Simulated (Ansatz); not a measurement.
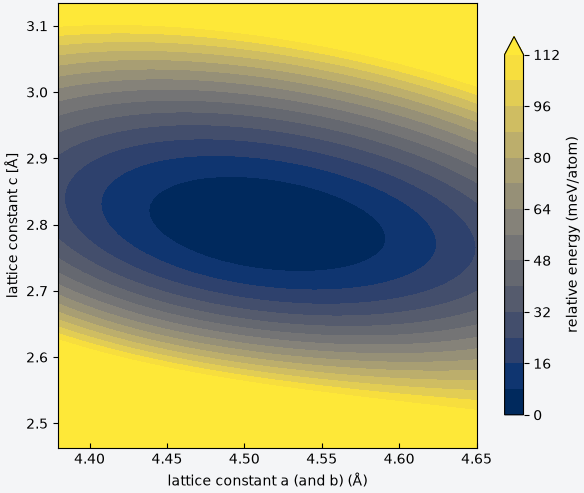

Energy landscape of Ti (P6/mmm, No. 191; 3 atoms in the cell). The energy is mapped over the lattice constants a and c of the conventional cell. First axis: lattice constant a (and b). Second axis: lattice constant c. Nothing is relaxed (symmetry fixes all fractional coordinates). The scan uses an 11 × 11 grid. Energies: meV/atom, counted from the lowest grid point. Computed with Ansatz, DFT PBEsol, scalar-relativistic, plane waves, PAW. Settings: cutoff 520 eV, k-mesh 12×12×14 in the order of the run's cell vectors, gaussian smearing 0.15 eV, no spin polarisation.

Drawn: filled contours, one colour for all values above the top of the scale. Between grid points the surface is interpolated. 

Where are the wells?

Answer. The lowest grid point is at lattice constant a (and b) = 4.515 Å, lattice constant c = 2.798 Å. No other kind of well shows on this grid. The highest grid point, lattice constant a (and b) = 4.380 Å, lattice constant c = 2.462 Å, lies 316 meV/atom above the lowest. Round the minimum the valley is somewhat tilted: raising lattice constant a (and b) shifts the best value of lattice constant c downwards (coupling k₁₂/√(k₁₁k₂₂) about 0.3).

Grid values (meV/atom):

```tsv
lattice constant c ↓, lattice constant a (and b) →	4.380	4.407	4.434	4.461	4.488	4.515	4.542	4.569	4.596	4.623	4.650
3.134	133	132	134	137	142	149	157	167	179	193	208
3.067	94	91	90	92	95	100	107	116	127	139	153
3.000	61	57	54	54	56	59	65	73	82	93	106
2.933	38	32	27	25	25	28	32	38	46	56	68
2.865	27	18	12	8	7	7	10	15	22	30	41
2.798	29	18	10	4	1	0	1	4	10	17	26
2.731	47	34	24	16	11	8	8	9	13	19	26
2.664	83	68	56	46	39	34	31	31	33	37	42
2.597	140	122	108	96	86	79	74	70	69	70	72
2.530	219	198	180	164	151	139	129	121	115	110	107
2.462	316	290	266	244	224	206	189	175	162	150	141
```

The input of one point:

```yaml
crystal:
  lattice:
    - [4.5149169756, 0.0, 0.0]
    - [-2.2574584878, 3.9100327969, 0.0]
    - [0.0, 0.0, 2.7983103216]
  atoms:
    - { symbol: Ti, position: [0.0, 0.0, 0.0] }
    - { symbol: Ti, position: [0.3333333333, 0.6666666667, 0.5] }
    - { symbol: Ti, position: [0.6666666667, 0.3333333333, 0.5] }
basis:
  ecutwfc: 520.0
kpoints:
  mp_grid: { grid: [12, 12, 14] }
hamiltonian:
  xc: pbesol
  pseudopotentials: { kind: paw, azcp: { folder: soft_1 } }
scf:
  occupations: { method: gaussian, width: 0.15 }
output:
  forces: true
  stress: true
  eigenvalues: true
```

Time for the 121 points that were run: 7.3 min on 2 threads of Intel(R) Xeon(R) 6975P-C (Granite Rapids) (shared host).
